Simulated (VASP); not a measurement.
**Geometry relaxation, with input and output: Bi (part 2 of 2)**

Continued. System: Bi (Pm-3m, 1 atom in the cell). Method: Kohn-Sham DFT of a periodic cell, PBE, VASP PAW PBE potentials, recommended, no spin polarisation (VASP 6.6.1); cutoff 600 eV, 16×16×16 k-mesh, Gaussian smearing of 0.1 eV. The structure was made by swapping elements on the sites of another compound; it need not be a known phase. It belongs to a series of runs on one base structure; here: trigonal selenium type (P3_121, No. 152).

Geometry of the input (Å; fractional positions):
```
3.2784  0.0000  0.0000
0.0000  3.2784  0.0000
0.0000  0.0000  3.2784
Bi 0.5000  0.5000  0.5000
```

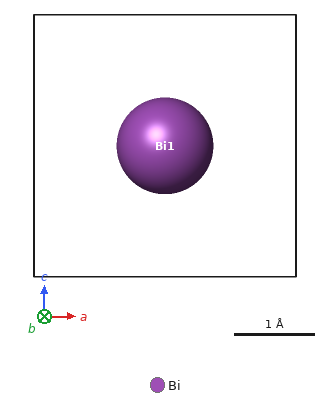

*The geometry at step 2 of the log (ball-and-stick view of the cell of the calculation, along the b axis; atoms are numbered from 1 in the order of the input).*

## Parts of OUTCAR, continued
```
  FORCE on cell =-STRESS in cart. coord.  units (eV):
  Direction    XX          YY          ZZ          XY          YZ          ZX
  --------------------------------------------------------------------------------------
  -------------------------------------------------------------------------------------
  Total       -0.0309146     -0.0309146     -0.0309146      0.0000000      0.0000000     -0.0000000
  in kB       -1.4057291     -1.4057291     -1.4057291      0.0000000      0.0000000     -0.0000000
  external PRESSURE =      -1.4057291 kB  Pullay stress =       0.0000000 kB

 VOLUME and BASIS-vectors are now :
 -----------------------------------------------------------------------------
  energy-cutoff  :      600.00
  volume of cell :       35.23
      direct lattice vectors                 reciprocal lattice vectors
     3.278365563  0.000000000  0.000000000     0.305030046  0.000000000  0.000000000
     0.000000000  3.278365563  0.000000000     0.000000000  0.305030046  0.000000000
     0.000000000  0.000000000  3.278365563     0.000000000  0.000000000  0.305030046

 POSITION                                       TOTAL-FORCE (eV/Angst)
 -----------------------------------------------------------------------------------
      1.63918      1.63918      1.63918         0.000000      0.000000      0.000000
 -----------------------------------------------------------------------------------
    total drift:                                0.000000      0.000000      0.000000

  FREE ENERGIE OF THE ION-ELECTRON SYSTEM (eV)
  ---------------------------------------------------
  free  energy   TOTEN  =        -3.8405972097 eV

  energy  without entropy=       -3.8374258344  energy(sigma->0) =       -3.83901152

--------------------------------------- Ionic step        2  -------------------------------------------

 number of electron      15.0000000 magnetization

------------------------ aborting loop because EDIFF is reached ----------------------------------------

  FORCE on cell =-STRESS in cart. coord.  units (eV):
  Direction    XX          YY          ZZ          XY          YZ          ZX
  --------------------------------------------------------------------------------------
  -------------------------------------------------------------------------------------
  Total        0.0146007      0.0146007      0.0146007     -0.0000000     -0.0000000      0.0000000
  in kB        0.6668951      0.6668951      0.6668951     -0.0000000     -0.0000000      0.0000000
  external PRESSURE =       0.6668951 kB  Pullay stress =       0.0000000 kB

 VOLUME and BASIS-vectors are now :
 -----------------------------------------------------------------------------
  energy-cutoff  :      600.00
  volume of cell :       35.08
      direct lattice vectors                 reciprocal lattice vectors
     3.273476206 -0.000000000 -0.000000000     0.305485648 -0.000000000 -0.000000000
     0.000000000  3.273476206 -0.000000000     0.000000000  0.305485648 -0.000000000
     0.000000000  0.000000000  3.273476206     0.000000000  0.000000000  0.305485648

 POSITION                                       TOTAL-FORCE (eV/Angst)
 -----------------------------------------------------------------------------------
      1.63674      1.63674      1.63674         0.000000      0.000000      0.000000
 -----------------------------------------------------------------------------------
    total drift:                                0.000000      0.000000      0.000000

  FREE ENERGIE OF THE ION-ELECTRON SYSTEM (eV)
  ---------------------------------------------------
  free  energy   TOTEN  =        -3.8406431537 eV

  energy  without entropy=       -3.8375010671  energy(sigma->0) =       -3.83907211

--------------------------------------- Ionic step        3  -------------------------------------------

 number of electron      15.0000000 magnetization

------------------------ aborting loop because EDIFF is reached ----------------------------------------

  FORCE on cell =-STRESS in cart. coord.  units (eV):
  Direction    XX          YY          ZZ          XY          YZ          ZX
  --------------------------------------------------------------------------------------
  -------------------------------------------------------------------------------------
  Total        0.0195400      0.0195400      0.0195400      0.0000000     -0.0000000     -0.0000000
  in kB        0.8914333      0.8914333      0.8914333      0.0000000     -0.0000000     -0.0000000
  external PRESSURE =       0.8914333 kB  Pullay stress =       0.0000000 kB

 VOLUME and BASIS-vectors are now :
 -----------------------------------------------------------------------------
  energy-cutoff  :      600.00
  volume of cell :       35.12
      direct lattice vectors                 reciprocal lattice vectors
     3.274778664 -0.000000000 -0.000000000     0.305364149 -0.000000000 -0.000000000
     0.000000000  3.274778664 -0.000000000     0.000000000  0.305364149 -0.000000000
     0.000000000  0.000000000  3.274778664     0.000000000  0.000000000  0.305364149

 POSITION                                       TOTAL-FORCE (eV/Angst)
 -----------------------------------------------------------------------------------
      1.63739      1.63739      1.63739         0.000000      0.000000      0.000000
 -----------------------------------------------------------------------------------
    total drift:                                0.000000      0.000000      0.000000

  FREE ENERGIE OF THE ION-ELECTRON SYSTEM (eV)
  ---------------------------------------------------
  free  energy   TOTEN  =        -3.8406519494 eV

  energy  without entropy=       -3.8375022718  energy(sigma->0) =       -3.83907711

--------------------------------------- Ionic step        4  -------------------------------------------

 number of electron      15.0000001 magnetization

 Free energy of the ion-electron system (eV)
  ---------------------------------------------------
  ext. energy  EPLUGINS =         0.00000000
  ---------------------------------------------------
  free energy    TOTEN  =        -3.84064422 eV

  energy without entropy =       -3.83748624  energy(sigma->0) =       -3.83906523

 E-fermi :   6.3011     XC(G=0):  -9.5777     alpha+bet :-11.1098

 val. band max:        6.2823691521   @ k =   0.3750   0.3750   0.3125
 cond. band min:       6.3096727827   @ k =   0.1875   0.1875   0.0625
 fundamental gap:      0.0273036307
 Fermi energy:         6.3010978989

 k-point     1 :       0.0000    0.0000    0.0000
  band No.  band energies     occupation
      1     -16.6085      2.00000
      2     -16.6085      2.00000
      3     -16.3100      2.00000
      4     -16.3100      2.00000
      5     -16.3100      2.00000
      6      -6.6463      2.00000
      7       9.4100      0.00000
      8       9.4100      0.00000
      9       9.4100      0.00000
     10      12.5163      0.00000
     11      14.0771      0.00000

 k-point     2 :       0.0625    0.0000    0.0000
  band No.  band energies     occupation
      1     -16.6080      2.00000
      2     -16.5989      2.00000
      3     -16.3129      2.00000
      4     -16.3129      2.00000
      5     -16.3097      2.00000
      6      -6.5992      2.00000
      7       8.7121      0.00000
      8       9.4628      0.00000
      9       9.4628      0.00000
     10      12.8115      0.00000
     11      14.1154      0.00000

 k-point     3 :       0.1250    0.0000    0.0000
  band No.  band energies     occupation
      1     -16.6067      2.00000
      2     -16.5717      2.00000
      3     -16.3213      2.00000
      4     -16.3213      2.00000
      5     -16.3091      2.00000
      6      -6.4595      2.00000
      7       7.3621      0.00000
      8       9.6178      0.00000
      9       9.6178      0.00000
     10      13.1303      0.00000
     11      14.2305      0.00000

 k-point     4 :       0.1875    0.0000    0.0000
  band No.  band energies     occupation
      1     -16.6047      2.00000
      2     -16.5309      2.00000
      3     -16.3338      2.00000
      4     -16.3338      2.00000
      5     -16.3081      2.00000
      6      -6.2328      2.00000
      7       5.9285      2.00000
      8       9.8634      0.00000
      9       9.8634      0.00000
     10      13.4111      0.00000
     11      14.4233      0.00000

 k-point     5 :       0.2500    0.0000    0.0000
  band No.  band energies     occupation
      1     -16.6023      2.00000
      2     -16.4827      2.00000
      3     -16.3485      2.00000
      4     -16.3485      2.00000
      5     -16.3069      2.00000
      6      -5.9317      2.00000
      7       4.5720      2.00000
      8      10.1790      0.00000
      9      10.1790      0.00000
     10      13.7449      0.00000
     11      14.6950      0.00000

 [... the levels of 18 k-points are left out ...]

 k-point    24 :       0.5000    0.1250    0.0000
  band No.  band energies     occupation
      1     -16.5697      2.00000
      2     -16.4013      2.00000
      3     -16.3856      2.00000
      4     -16.3425      2.00000
      5     -16.3148      2.00000
      6      -4.6594      2.00000
      7       1.6983      2.00000
      8       9.2904      0.00000
      9      11.4308      0.00000
     10      14.1545      0.00000
     11      16.4319      0.00000

 [... further k-points ...]

------------------------ aborting loop because EDIFF is reached ----------------------------------------

  FORCE on cell =-STRESS in cart. coord.  units (eV):
  Direction    XX          YY          ZZ          XY          YZ          ZX
  --------------------------------------------------------------------------------------
  -------------------------------------------------------------------------------------
  Total        0.0064455      0.0064455      0.0064455     -0.0000000     -0.0000000      0.0000000
  in kB        0.2936771      0.2936771      0.2936771     -0.0000000     -0.0000000      0.0000000
  external PRESSURE =       0.2936771 kB  Pullay stress =       0.0000000 kB

 VOLUME and BASIS-vectors are now :
 -----------------------------------------------------------------------------
  energy-cutoff  :      600.00
  volume of cell :       35.16
      direct lattice vectors                 reciprocal lattice vectors
     3.276167794 -0.000000000 -0.000000000     0.305234671 -0.000000000 -0.000000000
     0.000000000  3.276167794 -0.000000000     0.000000000  0.305234671 -0.000000000
     0.000000000  0.000000000  3.276167794     0.000000000  0.000000000  0.305234671

 POSITION                                       TOTAL-FORCE (eV/Angst)
 -----------------------------------------------------------------------------------
      1.63808      1.63808      1.63808         0.000000      0.000000      0.000000
 -----------------------------------------------------------------------------------
    total drift:                                0.000000      0.000000      0.000000

  FREE ENERGIE OF THE ION-ELECTRON SYSTEM (eV)
  ---------------------------------------------------
  free  energy   TOTEN  =        -3.8406442220 eV

  energy  without entropy=       -3.8374862363  energy(sigma->0) =       -3.83906523

 reached required accuracy - stopping structural energy minimisation
```

## CONTCAR
```
Bi
   1.00000000000000
     3.2761677940933613   -0.0000000000000000   -0.0000000000000000
     0.0000000000000000    3.2761677940933613   -0.0000000000000000
     0.0000000000000000    0.0000000000000000    3.2761677940933613
  Bi
     1
Direct
     0.5000000000000000    0.5000000000000000    0.5000000000000000

  0.00000000E+00  0.00000000E+00  0.00000000E+00
```

## Trajectory as extended XYZ (Å, eV, eV/Å), 4 frames, from step=0 to step=3
```
1
Lattice="3.2784 0.0000 0.0000 0.0000 3.2784 0.0000 0.0000 0.0000 3.2784" Properties=species:S:1:pos:R:3:forces:R:3 step=0 energy=-3.84060
Bi    1.6392    1.6392    1.6392    0.0000   0.0000   0.0000
1
Lattice="3.2735 -0.0000 -0.0000 0.0000 3.2735 -0.0000 0.0000 0.0000 3.2735" Properties=species:S:1:pos:R:3:forces:R:3 step=1 energy=-3.84064
Bi    1.6367    1.6367    1.6367    0.0000   0.0000   0.0000
1
Lattice="3.2748 -0.0000 -0.0000 0.0000 3.2748 -0.0000 0.0000 0.0000 3.2748" Properties=species:S:1:pos:R:3:forces:R:3 step=2 energy=-3.84065
Bi    1.6374    1.6374    1.6374    0.0000   0.0000   0.0000
1
Lattice="3.2762 -0.0000 -0.0000 0.0000 3.2762 -0.0000 0.0000 0.0000 3.2762" Properties=species:S:1:pos:R:3:forces:R:3 step=3 energy=-3.84064
Bi    1.6381    1.6381    1.6381    0.0000   0.0000   0.0000
```

## Key numbers

| quantity | value |
| --- | --- |
| outcome | converged |
| space group (tolerance 0.01 Å) | Pm-3m (221) |
| electrons treated | 15 |
| free energy | −3.8406 eV |
| gap on the k-point mesh | none (metallic) |
| pressure | 0.03 GPa |
| final volume | 35.16 Å³ |
| largest force (length of the vector) at the end | under 0.001 eV/Å |
| final cell | a = 3.276 Å, b = 3.276 Å, c = 3.276 Å, α = 90.00°, β = 90.00°, γ = 90.00° |
| wall time | 67 s |
| peak memory | 0.18 GiB |

## Notes

Spin–orbit coupling is left out, which matters for Bi.
